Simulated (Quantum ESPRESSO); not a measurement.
# LiCl (Fm-3m): a volume series of phonon spectra, part 5 of 9

Wanted: mode Grüneisen parameters of LiCl and a free-energy fit over volumes.

Measurements to reproduce:
- volume expansion coefficient 131.4 1e-6/K and heat capacity C_P per formula unit 48.1 J/mol/K near room temperature (given in “High-Throughput Prediction of Finite-Temperature Properties using the Quasi-Harmonic Approximation”, 2016, arXiv:1603.06924)
- volume expansion coefficient 131.1 1e-6/K near room temperature (given in “Descriptors for thermal expansion in solids”, 2017, arXiv:1701.03966)

Quantum ESPRESSO 7.5; DFT PBE, scalar-relativistic, plane waves, GBRV ultrasoft pseudopotentials.

So far. Step 4 (Ground state at this cell): On a basis chosen for the relaxed cell the pressure is 0.001 GPa, small enough for phonons. Step 5 (Zone-centre response): The Born charges sum to zero within 0.0055 e; the rest is removed before use. Acoustic frequencies in this log differ from zero by the error of the sum rule, which ph.x does not impose.

The database entry behind the starting cell differs from later determinations by our own check (0.1 to 0.3 % short, probably kX units), so it need not match the best structure at ambient conditions.

### Step 6. A displaced supercell

System of this step: LiCl. The cell holds 54 atoms: 27 Li and 27 Cl. Its edges and angles: a = 10.922 Å, b = 10.922 Å, c = 10.922 Å, α = 60.0°, β = 60.0°, γ = 60.0°. It derives from LiCl, repeated 3×3×3.

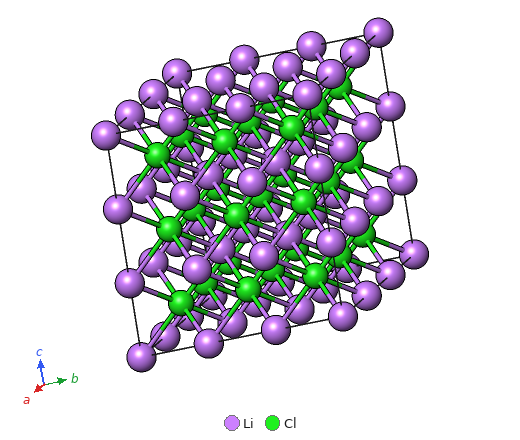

The cell of this step (lithium purple, chlorine green). Bonds to atoms that aren't drawn are left out. Some periodic images of atoms are drawn too.

File disp-00001.in:

```
&CONTROL
  calculation = 'scf'
  prefix      = 'x'
  outdir      = './tmp'
  pseudo_dir  = './pseudo'
  tprnfor     = .true.
  disk_io     = 'none'
/
&SYSTEM
  ibrav       = 0
  nat         = 54
  ntyp        = 2
  ecutwfc     = 45.0
  ecutrho     = 270.0
  occupations = 'fixed'
  nbnd        = 137
/
&ELECTRONS
  conv_thr         = 1.0d-11
  mixing_beta      = 0.7
  electron_maxstep = 100
/
ATOMIC_SPECIES
 Li      6.9400  Li.upf
 Cl     35.4500  Cl.upf
CELL_PARAMETERS angstrom
     0.000000000    7.722945873    7.722945873
     7.722945873    0.000000000    7.722945873
     7.722945873    7.722945873    0.000000000
ATOMIC_POSITIONS crystal
 Li     0.001831184   0.000000000   0.000000000
 Li     0.333333333   0.000000000   0.000000000
 Li     0.666666667   0.000000000   0.000000000
 Li     0.000000000   0.333333333   0.000000000
 Li     0.333333333   0.333333333   0.000000000
 Li     0.666666667   0.333333333   0.000000000
 Li     0.000000000   0.666666667   0.000000000
 Li     0.333333333   0.666666667   0.000000000
 Li     0.666666667   0.666666667   0.000000000
 Li     0.000000000   0.000000000   0.333333333
 Li     0.333333333   0.000000000   0.333333333
 Li     0.666666667   0.000000000   0.333333333
 Li     0.000000000   0.333333333   0.333333333
 Li     0.333333333   0.333333333   0.333333333
 Li     0.666666667   0.333333333   0.333333333
 Li     0.000000000   0.666666667   0.333333333
 Li     0.333333333   0.666666667   0.333333333
 Li     0.666666667   0.666666667   0.333333333
 Li     0.000000000   0.000000000   0.666666667
 Li     0.333333333   0.000000000   0.666666667
 Li     0.666666667   0.000000000   0.666666667
 Li     0.000000000   0.333333333   0.666666667
 Li     0.333333333   0.333333333   0.666666667
 Li     0.666666667   0.333333333   0.666666667
 Li     0.000000000   0.666666667   0.666666667
 Li     0.333333333   0.666666667   0.666666667
 Li     0.666666667   0.666666667   0.666666667
 Cl     0.166666667   0.166666667   0.166666667
 Cl     0.500000000   0.166666667   0.166666667
 Cl     0.833333333   0.166666667   0.166666667
 Cl     0.166666667   0.500000000   0.166666667
 Cl     0.500000000   0.500000000   0.166666667
 Cl     0.833333333   0.500000000   0.166666667
 Cl     0.166666667   0.833333333   0.166666667
 Cl     0.500000000   0.833333333   0.166666667
 Cl     0.833333333   0.833333333   0.166666667
 Cl     0.166666667   0.166666667   0.500000000
 Cl     0.500000000   0.166666667   0.500000000
 Cl     0.833333333   0.166666667   0.500000000
 Cl     0.166666667   0.500000000   0.500000000
 Cl     0.500000000   0.500000000   0.500000000
 Cl     0.833333333   0.500000000   0.500000000
 Cl     0.166666667   0.833333333   0.500000000
 Cl     0.500000000   0.833333333   0.500000000
 Cl     0.833333333   0.833333333   0.500000000
 Cl     0.166666667   0.166666667   0.833333333
 Cl     0.500000000   0.166666667   0.833333333
 Cl     0.833333333   0.166666667   0.833333333
 Cl     0.166666667   0.500000000   0.833333333
 Cl     0.500000000   0.500000000   0.833333333
 Cl     0.833333333   0.500000000   0.833333333
 Cl     0.166666667   0.833333333   0.833333333
 Cl     0.500000000   0.833333333   0.833333333
 Cl     0.833333333   0.833333333   0.833333333
K_POINTS automatic
 2 2 2 0 0 0
```

Command:

```bash
OMP_NUM_THREADS=1 mpirun -n 2 pw.x -nk 2 -in disp-00001.in > disp-00001.out
```

The log of the run:

```text
[banner, memory and clock lines left out]
Program PWSCF v.7.5

     Message from routine setup:
     using ibrav=0 with symmetry is DISCOURAGED, use correct ibrav instead

     G-vector sticks info

     bravais-lattice index     =            0
     lattice parameter (alat)  =      20.6394  a.u.
     unit-cell volume          =    6216.9242 (a.u.)^3
     number of atoms/cell      =           54
     number of atomic types    =            2
     number of electrons       =       270.00
     number of Kohn-Sham states=          137
     kinetic-energy cutoff     =      45.0000  Ry
     charge density cutoff     =     270.0000  Ry
     scf convergence threshold =      1.0E-11
     mixing beta               =       0.7000
     number of iterations used =            8  plain     mixing
     Exchange-correlation=  SLA  PW   PBX  PBC
                           (   1   4   3   4   0   0   0)

     celldm(1)=  20.639390  celldm(2)=   0.000000  celldm(3)=   0.000000
     celldm(4)=   0.000000  celldm(5)=   0.000000  celldm(6)=   0.000000

     crystal axes: (cart. coord. in units of alat)
               a(1) = (   0.000000   0.707107   0.707107 )
               a(2) = (   0.707107   0.000000   0.707107 )
               a(3) = (   0.707107   0.707107   0.000000 )

     reciprocal axes: (cart. coord. in units 2 pi/alat)
               b(1) = ( -0.707107  0.707107  0.707107 )
               b(2) = (  0.707107 -0.707107  0.707107 )
               b(3) = (  0.707107  0.707107 -0.707107 )

     PseudoPot. # 1 for Li read from file:
     ./pseudo/Li.upf
     Pseudo is Ultrasoft, Zval =  3.0
     Using radial grid of  751 points,  5 beta functions with:
                l(1) =   0
                l(2) =   0
                l(3) =   0
                l(4) =   1
                l(5) =   1
     Q(r) pseudized with 10 coefficients,  rinner =    1.150   1.150   1.150

     PseudoPot. # 2 for Cl read from file:
     ./pseudo/Cl.upf
     Pseudo is Ultrasoft + core correction, Zval =  7.0
     Using radial grid of  909 points,  6 beta functions with:
                l(1) =   0
                l(2) =   0
                l(3) =   1
                l(4) =   1
                l(5) =   2
                l(6) =   2
     Q(r) pseudized with  8 coefficients,  rinner =    1.300   1.300   1.300
                                                       1.300   1.300

     atomic species   valence    mass     pseudopotential
     Li                3.00     6.94000     Li( 1.00)
     Cl                7.00    35.45000     Cl( 1.00)

      4 Sym. Ops. (no inversion) found

   Cartesian axes

     site n.     atom                  positions (alat units)
         1        Li     tau(   1) = (   0.0000000   0.0012948   0.0012948  )
         2        Li     tau(   2) = (   0.0000000   0.2357023   0.2357023  )
         3        Li     tau(   3) = (   0.0000000   0.4714045   0.4714045  )
         4        Li     tau(   4) = (   0.2357023   0.0000000   0.2357023  )
         5        Li     tau(   5) = (   0.2357023   0.2357023   0.4714045  )
         6        Li     tau(   6) = (   0.2357023   0.4714045   0.7071068  )
         7        Li     tau(   7) = (   0.4714045   0.0000000   0.4714045  )
         8        Li     tau(   8) = (   0.4714045   0.2357023   0.7071068  )
         9        Li     tau(   9) = (   0.4714045   0.4714045   0.9428090  )
        10        Li     tau(  10) = (   0.2357023   0.2357023   0.0000000  )
        11        Li     tau(  11) = (   0.2357023   0.4714045   0.2357023  )
        12        Li     tau(  12) = (   0.2357023   0.7071068   0.4714045  )
        13        Li     tau(  13) = (   0.4714045   0.2357023   0.2357023  )
        14        Li     tau(  14) = (   0.4714045   0.4714045   0.4714045  )
        15        Li     tau(  15) = (   0.4714045   0.7071068   0.7071068  )
        16        Li     tau(  16) = (   0.7071068   0.2357023   0.4714045  )
[...]
20        Li     tau(  20) = (   0.4714045   0.7071068   0.2357023  )
        21        Li     tau(  21) = (   0.4714045   0.9428090   0.4714045  )
        22        Li     tau(  22) = (   0.7071068   0.4714045   0.2357023  )
        23        Li     tau(  23) = (   0.7071068   0.7071068   0.4714045  )
        24        Li     tau(  24) = (   0.7071068   0.9428090   0.7071068  )
        25        Li     tau(  25) = (   0.9428090   0.4714045   0.4714045  )
        26        Li     tau(  26) = (   0.9428090   0.7071068   0.7071068  )
        27        Li     tau(  27) = (   0.9428090   0.9428090   0.9428090  )
        28        Cl     tau(  28) = (   0.2357023   0.2357023   0.2357023  )
        29        Cl     tau(  29) = (   0.2357023   0.4714045   0.4714045  )
        30        Cl     tau(  30) = (   0.2357023   0.7071068   0.7071068  )
        31        Cl     tau(  31) = (   0.4714045   0.2357023   0.4714045  )
        32        Cl     tau(  32) = (   0.4714045   0.4714045   0.7071068  )
        33        Cl     tau(  33) = (   0.4714045   0.7071068   0.9428090  )
        34        Cl     tau(  34) = (   0.7071068   0.2357023   0.7071068  )
        35        Cl     tau(  35) = (   0.7071068   0.4714045   0.9428090  )
        36        Cl     tau(  36) = (   0.7071068   0.7071068   1.1785113  )
        37        Cl     tau(  37) = (   0.4714045   0.4714045   0.2357023  )
        38        Cl     tau(  38) = (   0.4714045   0.7071068   0.4714045  )
        39        Cl     tau(  39) = (   0.4714045   0.9428090   0.7071068  )
        40        Cl     tau(  40) = (   0.7071068   0.4714045   0.4714045  )
        41        Cl     tau(  41) = (   0.7071068   0.7071068   0.7071068  )
        42        Cl     tau(  42) = (   0.7071068   0.9428090   0.9428090  )
        43        Cl     tau(  43) = (   0.9428090   0.4714045   0.7071068  )
[...]
47        Cl     tau(  47) = (   0.7071068   0.9428090   0.4714045  )
        48        Cl     tau(  48) = (   0.7071068   1.1785113   0.7071068  )
        49        Cl     tau(  49) = (   0.9428090   0.7071068   0.4714045  )
        50        Cl     tau(  50) = (   0.9428090   0.9428090   0.7071068  )
        51        Cl     tau(  51) = (   0.9428090   1.1785113   0.9428090  )
        52        Cl     tau(  52) = (   1.1785113   0.7071068   0.7071068  )
        53        Cl     tau(  53) = (   1.1785113   0.9428090   0.9428090  )
        54        Cl     tau(  54) = (   1.1785113   1.1785113   1.1785113  )

     number of k points=     5
                       cart. coord. in units 2pi/alat
        k(    1) = (   0.0000000   0.0000000   0.0000000), wk =   0.2500000
[...]
negative rho (up, down):  3.939E-01 0.000E+00

     total energy              =   -1296.83485627 Ry
     estimated scf accuracy    <       0.02412327 Ry

     iteration #  3     ecut=    45.00 Ry     beta= 0.70
     Davidson diagonalization with overlap
     ethr =  8.93E-06,  avg # of iterations =  5.6

     negative rho (up, down):  3.951E-01 0.000E+00

     total energy              =   -1296.84886145 Ry
     estimated scf accuracy    <       0.00099441 Ry

     iteration #  4     ecut=    45.00 Ry     beta= 0.70
     Davidson diagonalization with overlap
     ethr =  3.68E-07,  avg # of iterations =  7.2

     negative rho (up, down):  3.941E-01 0.000E+00

     total energy              =   -1296.85020306 Ry
     estimated scf accuracy    <       0.00063960 Ry

     iteration #  5     ecut=    45.00 Ry     beta= 0.70
     Davidson diagonalization with overlap
     ethr =  2.37E-07,  avg # of iterations =  2.0

     negative rho (up, down):  3.927E-01 0.000E+00

     total energy              =   -1296.85019143 Ry
     estimated scf accuracy    <       0.00010691 Ry

     iteration #  6     ecut=    45.00 Ry     beta= 0.70
     Davidson diagonalization with overlap
     ethr =  3.96E-08,  avg # of iterations =  4.6

     negative rho (up, down):  3.927E-01 0.000E+00

     total energy              =   -1296.85024018 Ry
     estimated scf accuracy    <       0.00002134 Ry

     iteration #  7     ecut=    45.00 Ry     beta= 0.70
     Davidson diagonalization with overlap
     ethr =  7.90E-09,  avg # of iterations =  5.0

     negative rho (up, down):  3.927E-01 0.000E+00

     total energy              =   -1296.85024522 Ry
     estimated scf accuracy    <       0.00000096 Ry

     iteration #  8     ecut=    45.00 Ry     beta= 0.70
     Davidson diagonalization with overlap
     ethr =  3.57E-10,  avg # of iterations =  6.8

     negative rho (up, down):  3.926E-01 0.000E+00

     total energy              =   -1296.85024628 Ry
     estimated scf accuracy    <       0.00000043 Ry

     iteration #  9     ecut=    45.00 Ry     beta= 0.70
     Davidson diagonalization with overlap
     ethr =  1.61E-10,  avg # of iterations =  2.0

     negative rho (up, down):  3.926E-01 0.000E+00

     total energy              =   -1296.85024633 Ry
     estimated scf accuracy    <       0.00000003 Ry

     iteration # 10     ecut=    45.00 Ry     beta= 0.70
     Davidson diagonalization with overlap
     ethr =  9.28E-12,  avg # of iterations =  5.6

     negative rho (up, down):  3.926E-01 0.000E+00

     total energy              =   -1296.85024635 Ry
     estimated scf accuracy    <          4.9E-10 Ry

     iteration # 11     ecut=    45.00 Ry     beta= 0.70
     Davidson diagonalization with overlap
     ethr =  1.83E-13,  avg # of iterations =  7.6

     negative rho (up, down):  3.926E-01 0.000E+00

     total energy              =   -1296.85024635 Ry
     estimated scf accuracy    <          2.2E-10 Ry

     iteration # 12     ecut=    45.00 Ry     beta= 0.70
     Davidson diagonalization with overlap
     ethr =  1.00E-13,  avg # of iterations =  2.0

     negative rho (up, down):  3.926E-01 0.000E+00

     End of self-consistent calculation

          k = 0.0000 0.0000 0.0000 ( 31775 PWs)   bands (ev):

   -41.9229 -41.9213 -41.9209 -41.9203 -41.9202 -41.9198 -41.9197 -41.9182
   -41.9179 -41.9176 -41.9176 -41.9172 -41.9170 -41.9170 -41.9170 -41.9170
   -41.9169 -41.9169 -41.9166 -41.9165 -41.9146 -41.9146 -41.9143 -41.9142
   -41.9135 -41.9131 -41.9117 -11.7828 -11.3854 -11.3811 -11.3806 -11.3801
   -11.3801 -11.3801 -11.3791 -11.3752 -11.2218 -11.2215 -11.2194 -11.2193
   -11.2172 -11.2171 -11.0685 -11.0652 -11.0614 -11.0611 -11.0608 -11.0603
   -11.0603 -11.0597 -11.0595 -11.0591 -11.0550 -11.0516  -0.6125  -0.6123
    -0.6119  -0.6106  -0.6102  -0.6102  -0.6088  -0.6081  -0.5916  -0.5915
    -0.5904  -0.5901  -0.5895  -0.5889  -0.5646  -0.5641  -0.5628  -0.5625
    -0.5624  -0.5623  -0.5622  -0.5619  -0.5619  -0.5610  -0.5591  -0.5590
    -0.4219  -0.4209  -0.4207  -0.4201  -0.4199  -0.4185  -0.4184  -0.4169
    -0.4167  -0.4161  -0.4160  -0.4147   0.7379   0.7383   0.7385   0.7394
     0.7397   0.7399   0.7399   0.7399   0.7405   0.7412   0.7415   0.7419
     0.9390   0.9402   0.9403   0.9405   0.9416   0.9423   0.9423   0.9430
     0.9442   0.9444   0.9445   0.9458   1.3771   1.3791   1.3794   1.3816
     1.3822   1.3824   1.3825   1.3825   1.3826   1.3827   1.3827   1.3829
[...]
8.6025

          k =-0.3536-0.3536 0.3536 ( 31686 PWs)   bands (ev):

[...]
8.5310

          k =-0.7071 0.0000 0.0000 ( 31716 PWs)   bands (ev):

[...]
9.0272

          k =-0.3536-0.3536-0.3536 ( 31686 PWs)   bands (ev):

[...]
8.5324

          k =-0.0000-0.7071 0.0000 ( 31716 PWs)   bands (ev):

[...]
-0.6197  -0.6188  -0.6179  -0.0453  -0.0439  -0.0439  -0.0424   0.0876
     0.0877   0.0887   0.0888   0.2425   0.2436   0.2444   0.2444   0.2447
     0.2448   0.2454   0.2466   0.4964   0.4965   0.5241   0.5252   0.5252
     0.5263   0.6979   0.7004   0.7012   0.7014   0.7015   0.7016   0.7026
     0.7049   0.7985   0.8003   0.8969   0.8980   0.8984   0.8990   0.9601
     0.9615   0.9634   0.9641   0.9642   0.9649   0.9670   0.9691   1.0872
     1.0880   1.0906   1.0908   1.0910   1.0911   1.0938   1.0947   1.2757
     1.2758   1.2771   1.2771   1.5216   1.5219   1.5234   1.5238   9.0271
     9.0272

     highest occupied, lowest unoccupied level (ev):     1.5756    7.8396

!    total energy              =   -1296.85024635 Ry
     estimated scf accuracy    <          1.0E-12 Ry

     The total energy is the sum of the following terms:
     one-electron contribution =    -291.33752278 Ry
     hartree contribution      =     208.66673951 Ry
     xc contribution           =    -349.21804531 Ry
     ewald contribution        =    -864.96141777 Ry

     convergence has been achieved in  12 iterations

     negative rho (up, down):  3.926E-01 0.000E+00

     Forces acting on atoms (cartesian axes, Ry/au):

     atom    1 type  1   force =     0.00000000   -0.00074046   -0.00074046
     atom    2 type  1   force =     0.00000000    0.00015660    0.00015660
     atom    3 type  1   force =    -0.00000000    0.00015428    0.00015428
     atom    4 type  1   force =     0.00015073   -0.00002828    0.00000474
     atom    5 type  1   force =     0.00000001    0.00003432    0.00003451
     atom    6 type  1   force =    -0.00014996    0.00000546   -0.00002778
     atom    7 type  1   force =     0.00014996   -0.00002778    0.00000546
     atom    8 type  1   force =    -0.00015073    0.00000474   -0.00002828
     atom    9 type  1   force =    -0.00000001    0.00003451    0.00003432
     atom   10 type  1   force =     0.00015073    0.00000474   -0.00002828
     atom   11 type  1   force =     0.00000001    0.00003451    0.00003432
     atom   12 type  1   force =    -0.00014996   -0.00002778    0.00000546
     atom   13 type  1   force =     0.00004768   -0.00001329   -0.00001329
     atom   14 type  1   force =    -0.00004765   -0.00001322   -0.00001322
     atom   15 type  1   force =    -0.00000067    0.00003090    0.00003090
     atom   16 type  1   force =     0.00000000   -0.00014534   -0.00014517
[...]
atom   47 type  2   force =     0.00000000   -0.00007183   -0.00007206
     atom   48 type  2   force =     0.00000000    0.00007879    0.00010489
     atom   49 type  2   force =    -0.00004390   -0.00000251   -0.00002846
     atom   50 type  2   force =     0.00004366   -0.00002800   -0.00000252
     atom   51 type  2   force =    -0.00000008    0.00002959    0.00002973
     atom   52 type  2   force =     0.00000156    0.00010517    0.00010517
     atom   53 type  2   force =     0.00006186   -0.00003189   -0.00003189
     atom   54 type  2   force =    -0.00006112   -0.00003182   -0.00003182

     Total force =     0.001328     Total SCF correction =     0.000002
     Message from routine punch:
     Nothing written, as per user request (disk_io='none')
```

The job ended after 24 min (2 MPI ranks of Arm Neoverse V1, shared host).

At this level the gap is 6.26 eV on the k-mesh of the self-consistent run, which can miss the band edges.

### Step 7. A displaced supercell

One atom (for the harmonic constants) or a pair of atoms (for the cubic ones) is moved by a few hundredths of an ångström; the forces on all atoms give a column of force constants. The threshold is tight because the forces are small.

disp-00002.in, as its differences from disp-00001.in of step 6:

```diff
@@ -30,3 +30,3 @@
 ATOMIC_POSITIONS crystal
- Li     0.001831184   0.000000000   0.000000000
+ Li     0.000000000   0.000000000   0.000000000
  Li     0.333333333   0.000000000   0.000000000
@@ -57,3 +57,3 @@
  Li     0.666666667   0.666666667   0.666666667
- Cl     0.166666667   0.166666667   0.166666667
+ Cl     0.168497851   0.166666667   0.166666667
  Cl     0.500000000   0.166666667   0.166666667
```

Command:

```bash
OMP_NUM_THREADS=1 mpirun -n 2 pw.x -nk 2 -in disp-00002.in > disp-00002.out
```

The log of the run:

```text
[banner, memory and clock lines left out]
Program PWSCF v.7.5

     Message from routine setup:
     using ibrav=0 with symmetry is DISCOURAGED, use correct ibrav instead

     G-vector sticks info

     bravais-lattice index     =            0
     lattice parameter (alat)  =      20.6394  a.u.
     unit-cell volume          =    6216.9242 (a.u.)^3
     number of atoms/cell      =           54
     number of atomic types    =            2
     number of electrons       =       270.00
[...]
atom    1 type  1   force =    -0.00006100   -0.00003194   -0.00003194
     atom    2 type  1   force =     0.00000035    0.00010522    0.00010522
     atom    3 type  1   force =     0.00006203   -0.00003164   -0.00003164
[...]
atom   53 type  2   force =     0.00000020   -0.00000524   -0.00000524
     atom   54 type  2   force =    -0.00001688    0.00000272    0.00000272

     Total force =     0.002445     Total SCF correction =     0.000001
     Message from routine punch:
     Nothing written, as per user request (disk_io='none')
[key lines of the parts left out:]
!    total energy              =   -1296.85022521 Ry
convergence has been achieved in  14 iterations
```

It took 26 min on 2 MPI ranks.

(Continued in part 6 of 9.)

[Logs are printed without paths, hosts, clocks, repeated set-up lines and the standing remarks that a program may print on its own settings, such as how far it seeks lower states.]

[Hosts, paths, dates, database ids (printed as entryN), source tags and the programs' standing remarks are cut or masked in the printed files.]

[A step with changed settings may run another functional than the one named; its input shows which.]

[Of the runs on displaced cells, only some may be shown.]
